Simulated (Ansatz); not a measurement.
**Run report: TaN, single-point calculation (part 2 of 2)**

The same run, continued: TaN (slab, 16 atoms in the cell); DFT PBEsol, scalar-relativistic, plane waves, PAW, no spin polarisation (Ansatz 0.2.0); cutoff 420 eV, 12×6×1 k-mesh, Gaussian smearing of 0.1 eV. The structure derives from an entry of the Crystallography Open Database. It belongs to a series of runs on one base structure; here: repeats removed: 1.

Geometry of the input (Å; fractional positions):
```
2.8895  0.0000  0.0000
0.0000  5.8608  0.0000
0.0000  0.0000  24.1753
Ta 0.5000  0.0000  0.3102
Ta 0.5000  0.5000  0.3102
N  0.0000  0.7500  0.3447
N  0.5000  0.2500  0.3792
Ta 0.0000  0.0000  0.4137
Ta 0.0000  0.5000  0.4137
N  0.5000  0.7500  0.4482
N  0.0000  0.2500  0.4827
Ta 0.5000  0.0000  0.5173
Ta 0.5000  0.5000  0.5173
N  0.0000  0.7500  0.5518
N  0.5000  0.2500  0.5863
Ta 0.0000  0.0000  0.6208
Ta 0.0000  0.5000  0.6208
N  0.5000  0.7500  0.6553
N  0.0000  0.2500  0.6898
```

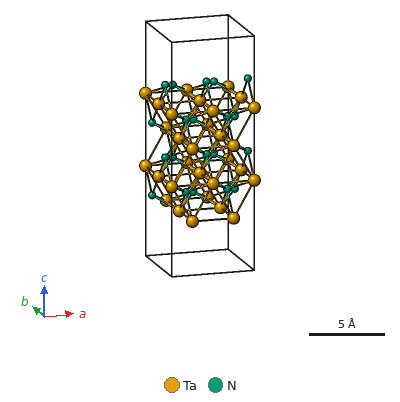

*The structure (ball-and-stick view of the 2 × 1 repeat of the cell, with the vacuum cut short, seen slightly off an axis).*

Output, continued
```
--- Forces (eV/Å), atoms counted from 1 ---
  atom   1  Ta     0.00000000     0.64380406     0.64218745
  atom   2  Ta     0.00000000    -0.64380406     0.64218745
  atom   3  N      0.00000000     0.00000000     0.19743346
  atom   4  N     -0.00000000     0.00000000    -0.68214040
  atom   5  Ta    -0.00000000    -0.10646642    -0.89774342
  atom   6  Ta    -0.00000000     0.10646642    -0.89774342
  atom   7  N      0.00000000     0.00000000     0.18126161
  atom   8  N      0.00000000     0.00000000     0.04650533
  atom   9  Ta     0.00000000     0.08323243     0.16159387
  atom  10  Ta     0.00000000    -0.08323243     0.16159387
  atom  11  N     -0.00000000     0.00000000    -0.78396201
  atom  12  N     -0.00000000     0.00000000    -1.35049461
  atom  13  Ta     0.00000000    -0.36145772     4.84141284
  atom  14  Ta     0.00000000     0.36145772     4.84141284
  atom  15  N     -0.00000000     0.00000000    -3.34365831
  atom  16  N     -0.00000000     0.00000000    -3.75981205
  max |Σ_I F_I| component: 3.45e-5 eV/Å
--- Stress (GPa, compression-positive) ---
       -3.148773      -0.000000      -0.000000
       -0.000000      -6.259478      -0.000000
       -0.000000      -0.000000      -2.481007
  P = ⅓ Tr σ = -3.9631 GPa (-39.631 kbar)
--- Band table (eV; the first three rows and the last of 28) ---
  k-point 0: bands = ["-63.6727", "-63.6339", "-63.5469", "-63.5062", "-63.4962", "-63.4564", "-63.3999", "-63.3596", "-30.7289", "-30.6998", "-30.5843", "-30.5567", "-30.4817", "-30.4206", "-30.3223", "-30.2891", "-30.0430", "-29.9586", "-29.9132", "-29.8742", "-29.8283", "-29.7940", "-29.7898", "-29.7208", "-29.7191", "-29.7141", "-29.7019", "-29.6530", "-29.6353", "-29.6080", "-29.5965", "-29.5375", "-12.5544", "-11.7018", "-11.2752", "-11.0290", "-10.4638", "-10.2594", "-8.7237", "-7.5004", "-4.1459", "-3.6713", "-3.0129", "-2.5354", "-1.9513", "-1.9256", "-0.7209", "-0.5927", "-0.5231", "-0.2367", "-0.2059", "-0.1209", "0.2391", "0.3473", "0.3772", "0.5863", "0.7275", "1.1951", "1.5492", "1.6475", "1.7257", "1.9340", "2.2245", "2.7296", "2.9063", "3.1421", "3.2150", "3.5008", "3.8976", "3.8995", "4.1862", "4.4202", "4.9922", "5.0033", "5.1993", "5.2948", "5.8241", "5.9920", "6.1782", "6.3232", "6.7317", "7.2674", "7.4977", "7.8842", "7.9944", "8.3181", "8.3535", "8.4012"]
  k-point 1: bands = ["-63.6701", "-63.6365", "-63.5442", "-63.5089", "-63.4935", "-63.4591", "-63.3972", "-63.3623", "-30.7180", "-30.6518", "-30.5945", "-30.5095", "-30.4362", "-30.4079", "-30.2964", "-30.2814", "-30.0376", "-29.9709", "-29.9614", "-29.8796", "-29.8689", "-29.7995", "-29.7847", "-29.7744", "-29.7194", "-29.7146", "-29.6971", "-29.6669", "-29.6574", "-29.6215", "-29.6033", "-29.5423", "-12.4299", "-11.6204", "-11.2251", "-11.0143", "-10.6160", "-10.3393", "-8.8069", "-7.5217", "-3.9064", "-3.5471", "-2.9361", "-2.4843", "-2.1060", "-1.7261", "-0.9134", "-0.8672", "-0.3999", "-0.3759", "-0.1974", "-0.0620", "-0.0092", "0.4365", "0.4631", "0.6114", "0.9517", "1.3232", "1.5222", "1.7044", "1.8327", "1.9843", "2.0956", "2.5624", "2.9457", "3.0443", "3.2078", "3.5350", "3.6861", "3.9862", "4.1699", "4.5134", "4.9991", "5.0988", "5.3261", "5.3444", "5.8463", "5.9680", "5.9907", "6.4739", "6.7859", "7.0475", "7.1569", "7.9469", "7.9570", "8.0748", "8.2149", "8.3279"]
  k-point 2: bands = ["-63.6631", "-63.6436", "-63.5368", "-63.5164", "-63.4863", "-63.4664", "-63.3898", "-63.3697", "-30.6918", "-30.6220", "-30.5133", "-30.3855", "-30.3817", "-30.3275", "-30.2932", "-30.1624", "-30.1159", "-30.0294", "-30.0076", "-29.9842", "-29.9157", "-29.8543", "-29.8142", "-29.7974", "-29.7710", "-29.7332", "-29.7028", "-29.6822", "-29.6694", "-29.6426", "-29.5905", "-29.5553", "-12.0848", "-11.4166", "-11.1716", "-11.0102", "-10.9292", "-10.5443", "-8.9793", "-7.5552", "-3.3109", "-3.1718", "-2.7493", "-2.5219", "-2.0568", "-1.8339", "-1.4529", "-1.1786", "-0.8851", "-0.1661", "-0.0463", "0.1157", "0.3121", "0.4511", "0.6050", "0.7346", "0.7791", "1.1589", "1.4361", "1.5414", "1.9082", "2.2127", "2.5161", "2.6830", "2.6846", "2.8934", "3.2361", "3.4606", "3.7460", "4.0313", "4.2405", "4.5115", "4.8607", "5.1480", "5.3397", "5.6741", "5.7187", "5.8785", "5.9704", "6.1547", "6.6409", "6.8129", "7.0363", "7.2924", "7.6433", "7.9134", "8.1053", "8.3065"]
  k-point 27: bands = ["-63.6048", "-63.6037", "-63.4791", "-63.4791", "-63.4240", "-63.4239", "-63.3425", "-63.3425", "-30.7249", "-30.7215", "-30.6385", "-30.6279", "-30.5600", "-30.5513", "-30.5040", "-30.4831", "-30.1692", "-30.1567", "-30.1462", "-30.1226", "-30.1222", "-30.1102", "-30.0131", "-30.0123", "-29.9889", "-29.9887", "-29.9130", "-29.9122", "-29.8769", "-29.8768", "-29.8384", "-29.8356", "-10.7424", "-10.7302", "-10.6343", "-10.6194", "-10.4783", "-10.4674", "-8.5844", "-6.8706", "-2.7907", "-2.6869", "-2.6770", "-2.6768", "-2.2558", "-2.2106", "-1.6086", "-1.6029", "-1.5966", "-1.5209", "-1.2175", "-1.0707", "-0.5024", "-0.4613", "-0.3436", "-0.0337", "0.1340", "0.2085", "0.4368", "0.7776", "2.1967", "2.5727", "2.5849", "2.6245", "3.0614", "3.1791", "3.2128", "3.3838", "3.9136", "4.0292", "4.3689", "4.8654", "4.9763", "4.9820", "5.8992", "6.4124", "6.5954", "6.6243", "6.6482", "7.6990", "8.4781", "8.5731", "8.6250", "8.6841", "9.1785", "9.3742", "9.4141", "9.4648"]
```

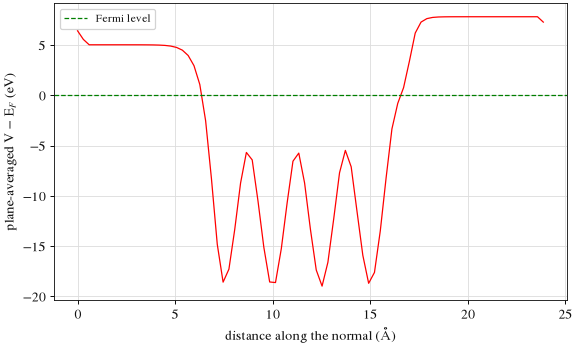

*Plane average of the electrostatic potential energy of an electron across the cell, from the Fermi level.*

The vacuum level lies 7.81 eV above the Fermi level on the upper side and 5.02 eV on the lower.

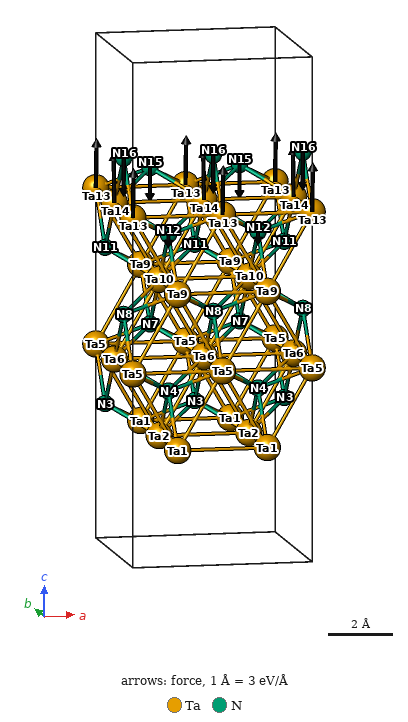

*Forces on the atoms as black arrows (ball-and-stick view of the 2 × 1 repeat of the cell, with the vacuum cut short, seen slightly off an axis; atoms are numbered from 1 in the order of the input); the smallest are left out.*

The largest act on Ta13, Ta14 (4.85 eV/Å); N16 (3.76 eV/Å); N15 (3.34 eV/Å). The geometry is not a stationary point of this energy.

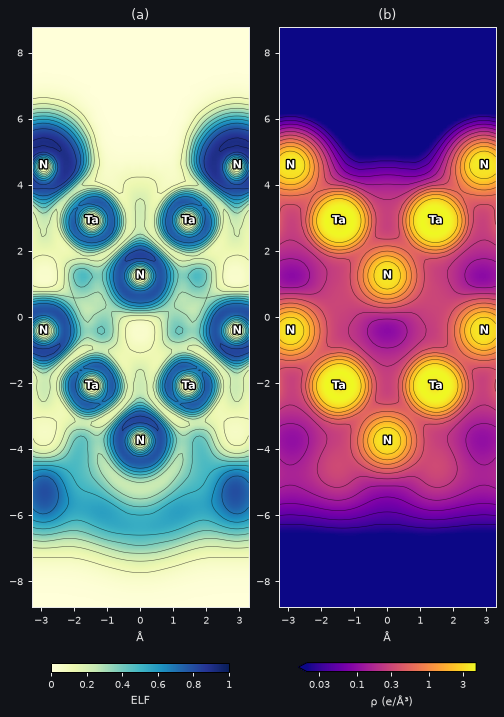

*(a) electron localisation function; (b) valence pseudo-density on the (100) plane of the calculation cell, a cut from vacuum to vacuum.*

The section cuts through N and Ta sites. Ta–N (2.22 Å): ρ is about 0.54 e/Å³ halfway; the ELF is about 0.15 at the midpoint; a polar contact without a shared pair, in a metal. Ta–Ta (2.93 Å): the density is about 0.27 e/Å³ at the midpoint; the ELF is about 0.25 at the midpoint; no shared electron pair. The density dies away to nearly zero in the vacuum. The strong features right at Ta lie inside the PAW spheres (semicore, d or f shells) and say nothing about bonding. The fields are those of the smooth PAW valence density.

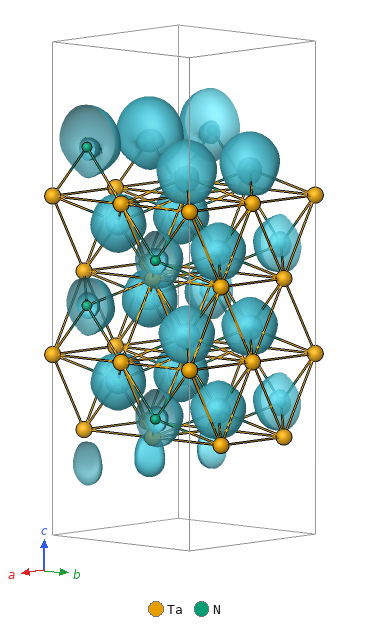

*Isosurface of the electron localisation function at 0.65 (cyan), seen at an oblique angle. Core shells and regions of very low density are left out. Sticks mark near contacts.*

Counts are for one cell; the picture repeats the cell along the surface. Profiles from the grid: Ta–N (2.22 Å): the ELF is about 0.15 at the midpoint (a polar contact without a shared pair, in a metal). Ta–Ta (2.89 Å): the ELF is about 0.40 at the midpoint (no shared electron pair).

Results in brief

| quantity | value |
| --- | --- |
| outcome | converged |
| electrons treated | 144 |
| free energy | −81487.1200 eV |
| work function, top face | 7.81 eV |
| work function, bottom face | 5.02 eV |
| Fermi energy | 4.657 eV |
| gap on the k-point mesh | none (metallic) |
| work function (upper face) | 7.81 eV |
| largest force (length of the vector) | 4.855 eV/Å |
| wall time | 42 s (CPU time 82 s) |
| peak memory | 1.1 GiB |

Remarks

The program warns: the exchange-correlation potential is rough where the density is thin. Spin–orbit coupling is left out, which matters for Ta.
